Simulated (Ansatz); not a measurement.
System: PtSe₂, space group P-3m1 (No. 164).

Structure:
```xyz
3
Lattice="3.7517 0.0000 0.0000 -1.8758 3.2490 0.0000 0.0000 0.0000 6.5269" Properties=species:S:1:pos:R:3 pbc="T T T"
Pt    0.0000    0.0000    0.0000
Se    0.0000    2.1660    1.3066
Se    1.8758    1.0830    5.2203
```

Method: homogeneous strain of a crystal along one Voigt pattern with engineering shear, fractional coordinates fixed, by plane-wave density functional theory with PAW datasets, free energies less that of the undisturbed cell, pressure positive in compression; scalar-relativistic (Ansatz 0.2.0). Level: PBE, no spin polarisation.

wave cutoff 420 eV; k mesh 12×12×4; occupations Gaussian; smearing width 0.05 eV; k shift (0, 0, 0) (mesh steps); start relaxed; strain pattern (1, 0, 0, 0, 0, 0) (xx yy zz yz xz xy with engineering shear).

What does the calculation give for the energy change, tensile stress summed over the strain pattern and pressure against strain? The strain takes the values −0.0600, −0.0450, −0.0300, −0.0150, 0.0000, 0.0150, 0.0300, 0.0450, 0.0525, 0.0600.

The energy rises on both sides of the starting structure, which is therefore a minimum along this path. The energy change is 58.94 meV/atom at strain −0.0600 and 45.51 meV/atom at 0.0600; the lowest computed point is at strain 0.0000 (0.00 meV/atom). The tensile stress summed over the strain pattern rises from −12.7 GPa at strain −0.0600 to 8.5 GPa at 0.0600, and changes sign near 0.000. The pressure falls from 7.4 GPa at strain −0.0600 to −4.8 GPa at 0.0600, and changes sign near 0.000. The slope of stress against strain at the start, which at zero pressure is the clamped-ion constant C11, is 174 GPa.

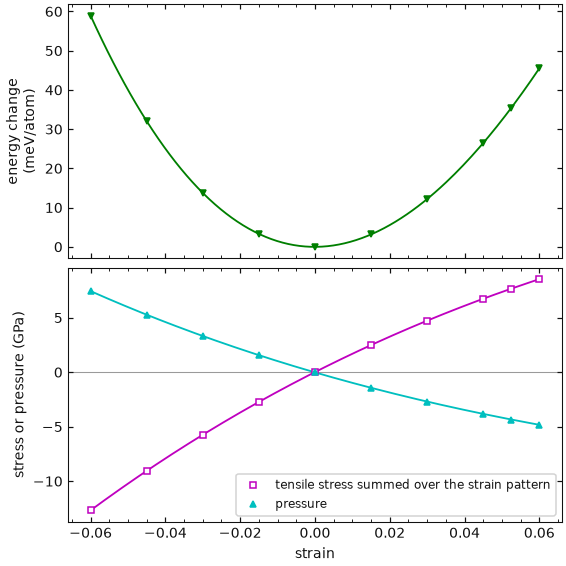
